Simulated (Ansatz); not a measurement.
**MgO: single-point calculation (part 2 of 2)**

The same run, continued: MgO (slab, 28 atoms in the cell); DFT, PBE, plane waves, PAW, spin-polarised (Ansatz 0.2.0); cutoff 420 eV, 2×8×1 k-mesh, tetrahedron occupations, collinear spins. The structure derives from an entry of the Crystallography Open Database.

**Output, continued**
```
Per-site moments (μB) at R_I (Å): [(4.065405572720566e-8, 0.8709054702947339), (-1.954221889965535e-9, 0.8560906034707987), (1.9526424711190424e-7, 0.8560906034707987), (-2.7611200812142845e-7, 0.8773265571170318), (1.0293111991949361e-8, 0.8773265571170318), (-2.6499050716678968e-8, 0.8614598938394734), (1.0805585118231974e-7, 0.8606248968280306), (-4.1918038774259527e-8, 0.8667938819844395), (6.143911917021733e-9, 0.8773265571170316), (-2.325321808847745e-8, 0.8566364665240211), (2.1245484832320489e-7, 0.8385557345624889), (-8.522771384391547e-8, 0.8648250370639751), (2.770819020702958e-9, 0.8641411680961172), (-4.285294120262439e-9, 0.8483834729760827), (1.7160015397544796e-7, 0.8566364665240211), (-2.5032413336661475e-7, 0.8773265571170316), (-1.0248134213682613e-7, 0.8052404712666142), (1.7662352129598995e-8, 0.826007451362846), (-9.102624276208305e-9, 0.826007451362846), (3.147780824134483e-7, 0.8058032564759098), (-1.3907298842851449e-8, 0.8385557345624889), (-2.816648164853908e-7, 0.8459939241654773), (1.1056439000772597e-8, 0.846316510000697), (1.868759231521726e-7, 0.846316510000697), (-1.305327179439311e-7, 0.7691258483735983), (3.672300126984234e-6, 0.7691258483735983), (-9.082765444752757e-8, 0.7733576640873612), (-3.808856902720714e-7, 0.7733576640873612)]
Free energy (F): -34910.712286 eV
Harris-Foulkes:  -34910.712286 eV  (|F-HF|=4.07e-10)
Internal energy: -34910.712286 eV  (E = F + TS)
E sigma→0 (E₀):  -34910.712286 eV
Fermi energy:    1.709034 eV
Dipole field:    D = -0.044327 V/Å  (p = -0.162939 e·Å, saw-weighted, corrected)
Work function:   Φ+ = 3.9591 eV   Φ− = 3.1446 eV
Levels:          The Fermi level and band energies are counted from a zero that moves with the ramp; work functions are not
--- Per-component energies (eV) ---
  E_band       = -5903.348750
  E_kinetic    = 3549.863772
  E_local      = -155439.609088  (includes V_loc(G=0)·N_el)
  E_nonlocal   = 1999.885423
  E_hartree    = 73371.530631
  E_xc         = -1461.724182
  E_vxc        = -1871.909035  (∫ρ·V_xc dr)
  E_paw        = -6301.013346  (= ΣΔE_a)
  E_vpaw       = -879.300019  (= ΣTr[D̂ρ^β])
  E_aug_tail   = 0.034466  (compensation charges beyond the density's cutoff)
  E_efield     = 0.003611  (sawtooth field / dipole correction)
  E_vefield    = -5.377163  (∫n·V_field dr)
  E_ewald      = 49370.316425
  E_smearing   = -0.000000  (= −TS)
  E_closure    = -0.000000  (closes the sum)
  Σ components = -34910.712286   (vs F -34910.712286, Δ=0.00e0)
--- Forces (eV/Å), atoms counted from 1 ---
  atom   1  Mg    -0.03959796     0.00000000     0.51231155
  atom   2  Mg    -0.00239270     0.00000000     0.00717271
  atom   3  O     -0.00387471     0.00000000    -0.00582911
  atom   4  O      0.27864840     0.00000000    -0.32508844
  atom   5  Mg    -0.29054588     0.00000000     0.48132020
  atom   6  Mg    -0.00561391     0.00000000    -0.00016665
  atom   7  O      0.00255004     0.00000000    -0.00736453
  atom   8  O      0.02277407     0.00000000    -0.38338622
  atom   9  Mg     0.07873682     0.00000000     0.33126803
  atom  10  Mg    -0.00087353     0.00000000    -0.00039767
  atom  11  O      0.00492585     0.00000000    -0.00156040
  atom  12  O     -0.23499194     0.00000000    -0.49882998
  atom  13  Mg     0.25869154     0.00000000     0.39234938
  atom  14  Mg     0.00722148     0.00000000     0.00366304
  atom  15  O     -0.00370655     0.00000000    -0.00073071
  atom  16  O     -0.07208381     0.00000000    -0.50966036
  atom  17  Mg     0.00353743     0.00000000     0.01522127
  atom  18  O      0.01448580     0.00000000    -0.00411491
  atom  19  Mg    -0.00795576     0.00000000     0.00290404
  atom  20  O      0.00749796     0.00000000     0.00846790
  atom  21  Mg    -0.00474717     0.00000000    -0.00272741
  atom  22  O     -0.00329527     0.00000000     0.00498788
  atom  23  Mg     0.01139051     0.00000000    -0.00283735
  atom  24  O     -0.00959808     0.00000000    -0.00294344
  atom  25  Mg    -0.01633998     0.00000000     0.00458994
  atom  26  O      0.01470782     0.00000000    -0.00615963
  atom  27  Mg    -0.00833539     0.00000000    -0.00241341
  atom  28  O     -0.00120200     0.00000000    -0.01009049
  max |Σ_I F_I| component: 4.48e-5 eV/Å
--- Band table (eV; the first three rows and the last of 20) ---
  k-point 0 ↑: bands = ["-73.7734", "-73.0980", "-73.0398", "-72.9140", "-72.8043", "-72.7300", "-72.7055", "-72.6860", "-72.4515", "-72.3833", "-72.2071", "-71.9244", "-71.6801", "-71.4385", "-40.6299", "-40.4842", "-40.4651", "-39.9307", "-39.8758", "-39.8238", "-39.7993", "-39.7601", "-39.7393", "-39.7373", "-39.6547", "-39.6301", "-39.6163", "-39.5316", "-39.5122", "-39.5098", "-39.5092", "-39.4951", "-39.4773", "-39.4607", "-39.4547", "-39.4298", "-39.4119", "-39.3919", "-39.2805", "-39.1941",
      "-39.1483", "-39.1441", "-39.1399", "-39.1252", "-38.9750", "-38.9611", "-38.9491", "-38.6972", "-38.6743", "-38.6680", "-38.4598", "-38.4346", "-38.4055", "-38.2832", "-38.1848", "-38.0918", "-17.0533", "-16.7099", "-16.4575", "-16.3908", "-16.2683", "-15.9875", "-15.8539", "-15.8172", "-15.6629", "-15.6397", "-15.4346", "-15.3867", "-15.1713", "-13.6736", "-4.1642", "-4.0685", "-3.7447", "-3.5480", "-3.2746", "-3.1817", "-3.0623", "-2.8650", "-2.8387", "-2.5035",
      "-2.2451", "-2.0389", "-1.9726", "-1.9067", "-1.5464", "-1.4580", "-1.3410", "-1.2237", "-1.1415", "-1.0823", "-0.9955", "-0.9763", "-0.8677", "-0.8597", "-0.8480", "-0.7638", "-0.5692", "-0.5061", "-0.4968", "-0.4674", "-0.4642", "-0.3285", "-0.2932", "-0.2311", "-0.1541", "-0.1191", "-0.0326", "0.0066", "0.1613", "0.5676", "1.1321", "1.7090", "1.8055", "3.3535", "4.4510", "4.4578", "4.4850", "4.9934", "5.1840", "5.5047",
      "6.1893", "6.3561", "6.4188", "6.4583", "6.6805", "6.9824", "7.1968", "7.3653", "7.4815", "7.6551", "7.9032", "8.0859", "8.1961", "8.4989", "8.6313", "8.8539", "9.1053", "9.1564", "9.2742", "9.4511", "9.6569", "9.7130", "9.7390", "9.9054", "10.2749", "10.3858", "10.4852", "10.5351", "10.6893", "10.8836", "11.1939", "11.3780", "11.4533", "11.4892", "11.5657", "11.5927", "11.7230", "12.1000", "12.2440", "12.2761",
      "12.3654", "12.5423", "12.6193", "12.8478", "13.0001", "13.0755", "13.2250", "13.5452", "13.6457", "13.8423", "13.8551", "13.9872", "14.0729", "14.1726"]
  k-point 1 ↑: bands = ["-73.7729", "-73.0976", "-73.0395", "-72.9136", "-72.8039", "-72.7296", "-72.7051", "-72.6856", "-72.4511", "-72.3829", "-72.2067", "-71.9241", "-71.6798", "-71.4381", "-40.6292", "-40.4837", "-40.4719", "-39.9302", "-39.8753", "-39.8228", "-39.8048", "-39.7592", "-39.7448", "-39.7367", "-39.6537", "-39.6296", "-39.6223", "-39.5307", "-39.5148", "-39.5115", "-39.5093", "-39.4944", "-39.4770", "-39.4666", "-39.4538", "-39.4354", "-39.4110", "-39.3974", "-39.2799", "-39.1929",
      "-39.1512", "-39.1472", "-39.1386", "-39.1309", "-38.9740", "-38.9607", "-38.9547", "-38.6963", "-38.6800", "-38.6675", "-38.4590", "-38.4401", "-38.4047", "-38.2829", "-38.1838", "-38.0988", "-16.9707", "-16.6358", "-16.4098", "-16.3185", "-16.1972", "-15.9350", "-15.8059", "-15.7667", "-15.6132", "-15.6048", "-15.3957", "-15.3493", "-15.1344", "-13.6273", "-4.0403", "-3.9405", "-3.6506", "-3.4722", "-3.1989", "-3.1236", "-2.9955", "-2.7887", "-2.7717", "-2.5017",
      "-2.2858", "-2.0977", "-2.0183", "-1.9617", "-1.9053", "-1.6133", "-1.5597", "-1.4172", "-1.3876", "-1.2985", "-1.1733", "-1.1209", "-1.0945", "-0.9580", "-0.9276", "-0.8849", "-0.8553", "-0.7990", "-0.7259", "-0.6387", "-0.5977", "-0.5207", "-0.4467", "-0.4387", "-0.2878", "-0.2452", "-0.1993", "-0.0474", "0.0791", "0.6197", "1.1832", "1.4189", "2.0464", "3.6921", "4.7135", "4.7231", "4.7576", "5.3536", "5.4653", "5.7955",
      "6.4517", "6.6221", "6.6536", "6.7551", "6.9338", "7.3019", "7.5017", "7.6970", "7.8481", "7.9357", "8.1286", "8.4033", "8.4980", "8.8254", "8.9305", "9.1502", "9.3280", "9.4347", "9.5716", "9.7289", "9.9070", "10.0011", "10.1270", "10.1444", "10.4085", "10.5192", "10.6990", "10.8121", "10.9442", "11.0905", "11.3622", "11.4011", "11.4990", "11.5498", "11.6553", "11.7134", "11.7787", "12.0661", "12.1428", "12.1990",
      "12.3100", "12.3331", "12.4961", "12.7717", "12.9983", "13.0415", "13.1188", "13.2678", "13.5669", "13.6064", "13.7871", "13.8398", "13.9383", "14.0310"]
  k-point 2 ↑: bands = ["-73.7719", "-73.0968", "-73.0386", "-72.9127", "-72.8031", "-72.7287", "-72.7043", "-72.6848", "-72.4502", "-72.3820", "-72.2058", "-71.9232", "-71.6789", "-71.4371", "-40.6273", "-40.4904", "-40.4804", "-39.9290", "-39.8741", "-39.8204", "-39.8182", "-39.7581", "-39.7571", "-39.7353", "-39.6511", "-39.6368", "-39.6283", "-39.5284", "-39.5282", "-39.5098", "-39.5081", "-39.4932", "-39.4816", "-39.4746", "-39.4521", "-39.4487", "-39.4107", "-39.4088", "-39.2785", "-39.1902",
      "-39.1654", "-39.1456", "-39.1443", "-39.1375", "-38.9720", "-38.9681", "-38.9596", "-38.6943", "-38.6934", "-38.6663", "-38.4572", "-38.4531", "-38.4028", "-38.2822", "-38.1814", "-38.1157", "-16.7588", "-16.4451", "-16.2994", "-16.1324", "-16.0091", "-15.8110", "-15.6846", "-15.6355", "-15.5303", "-15.4844", "-15.3037", "-15.2619", "-15.0454", "-13.5132", "-3.7761", "-3.6382", "-3.4941", "-3.3992", "-3.2723", "-3.0453", "-2.9766", "-2.8601", "-2.7601", "-2.7512",
      "-2.6436", "-2.4856", "-2.3753", "-2.3256", "-2.1823", "-2.1186", "-1.9231", "-1.8283", "-1.7825", "-1.7387", "-1.5718", "-1.4926", "-1.4504", "-1.4098", "-1.2699", "-1.2128", "-1.1393", "-0.9949", "-0.9353", "-0.8471", "-0.7925", "-0.6656", "-0.6160", "-0.5187", "-0.3994", "-0.2940", "-0.2665", "-0.1058", "0.0233", "0.6427", "0.8096", "1.3646", "2.6399", "4.4491", "5.3912", "5.4049", "5.4614", "6.1166", "6.3226", "6.5558",
      "7.0525", "7.1429", "7.4347", "7.5054", "7.5894", "8.0609", "8.1647", "8.4167", "8.4904", "8.6146", "8.7408", "8.9993", "9.1870", "9.3906", "9.4297", "9.6490", "9.7107", "9.9391", "10.0182", "10.1919", "10.3366", "10.3806", "10.5109", "10.5921", "10.8198", "10.8269", "10.8526", "10.9787", "11.1164", "11.1776", "11.3540", "11.5291", "11.5593", "11.5731", "11.6192", "11.7800", "11.8813", "11.9948", "12.0070", "12.0582",
      "12.1240", "12.1780", "12.2689", "12.4453", "12.5003", "12.7054", "12.8360", "12.8852", "13.1192", "13.1792", "13.2868", "13.3302", "13.4367", "13.6062"]
  k-point 9 ↓: bands = ["-73.7705", "-73.0956", "-73.0374", "-72.9115", "-72.8019", "-72.7274", "-72.7030", "-72.6835", "-72.4490", "-72.3808", "-72.2046", "-71.9220", "-71.6777", "-71.4357", "-40.6245", "-40.5141", "-40.4785", "-39.9273", "-39.8724", "-39.8371", "-39.8171", "-39.7768", "-39.7540", "-39.7334", "-39.6571", "-39.6474", "-39.6266", "-39.5470", "-39.5252", "-39.5075", "-39.5064", "-39.5033", "-39.4887", "-39.4762", "-39.4647", "-39.4497", "-39.4295", "-39.4058", "-39.2767", "-39.1869",
      "-39.1850", "-39.1633", "-39.1424", "-39.1367", "-38.9875", "-38.9687", "-38.9580", "-38.7128", "-38.6910", "-38.6646", "-38.4716", "-38.4546", "-38.4002", "-38.2812", "-38.1779", "-38.1398", "-16.4058", "-16.1895", "-16.1156", "-15.8315", "-15.6775", "-15.6280", "-15.5316", "-15.4953", "-15.3153", "-15.2854", "-15.2557", "-15.1566", "-14.9136", "-13.3454", "-4.2066", "-4.1543", "-3.8100", "-3.7462", "-3.6832", "-3.6498", "-3.5008", "-3.4689", "-3.1972", "-3.1861",
      "-3.0654", "-2.9856", "-2.7475", "-2.6246", "-2.2343", "-2.2224", "-2.0917", "-1.9673", "-1.8631", "-1.6283", "-1.5983", "-1.5143", "-1.4537", "-1.2530", "-1.2429", "-1.1021", "-1.0866", "-0.9650", "-0.9527", "-0.9031", "-0.8577", "-0.7532", "-0.6955", "-0.6113", "-0.6050", "-0.5771", "-0.4934", "-0.3250", "-0.2242", "0.1820", "0.8667", "1.4708", "4.7556", "5.0799", "6.5496", "6.6984", "7.4718", "7.6527", "7.7475", "7.8150",
      "7.8224", "7.9475", "8.1922", "8.3266", "8.6607", "8.8384", "9.0559", "9.1689", "9.2038", "9.3469", "9.4972", "9.5163", "9.6281", "9.7029", "9.7087", "9.7673", "9.8525", "9.9414", "9.9719", "10.1167", "10.2977", "10.3171", "10.3930", "10.5114", "10.5711", "10.6238", "10.7232", "10.8267", "10.9078", "10.9926", "11.1661", "11.2479", "11.3766", "11.4404", "11.5262", "11.5533", "11.6488", "11.6660", "11.8655", "11.8934",
      "11.9545", "11.9804", "12.1385", "12.1915", "12.2499", "12.3503", "12.4160", "12.5622", "12.6665", "12.6748", "12.7219", "12.7507", "12.8167", "13.2628"]
```

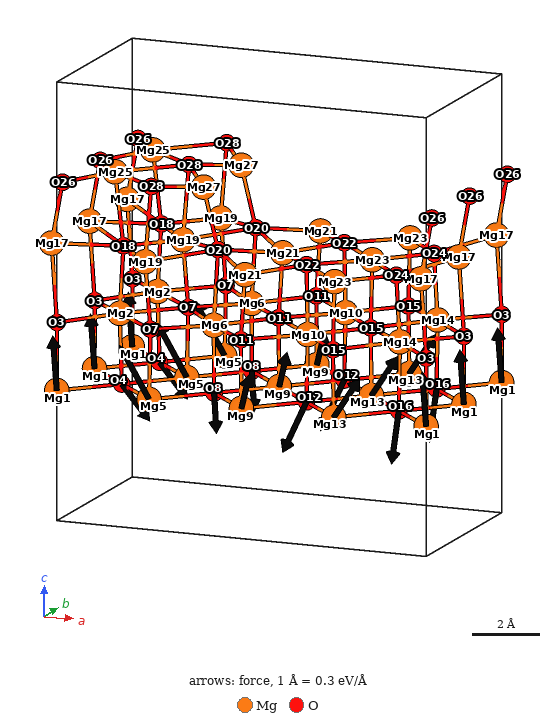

Figure 1. Forces on the atoms as black arrows (ball-and-stick view of the 1 × 2 repeat of the cell, with the vacuum cut short, seen slightly off an axis; atoms are numbered from 1 in the order of the input); the smallest are left out. The largest act on Mg5 (0.56 eV/Å); O12 (0.55 eV/Å); O16 (0.51 eV/Å); Mg1 (0.51 eV/Å), among others. The geometry is not a stationary point of this energy.

**Key numbers**

| quantity | value |
| --- | --- |
| outcome | converged |
| electrons treated | 224 |
| free energy | −34910.7123 eV |
| Fermi energy | 1.709 eV |
| gap on the k-point mesh | 0.10 eV |
| net moment of the cell | 0.00 μB |
| integrated absolute moment | 0.00 μB |
| largest force (length of the vector) | 0.562 eV/Å |
| wall time | 90 s (CPU time 5.5 min) |
| peak memory | 3.1 GiB |

**Remarks**

Settings chosen away from the usual ones: scf.occupations.width removed; scf.occupations.method set to tetrahedron (from gaussian); accuracy set to medium; magnetization set to {"spin_polarized": true}; basis.ecutwfc removed. Warnings of the run: some starting moments were not kept; the state was not tested for a lower one.
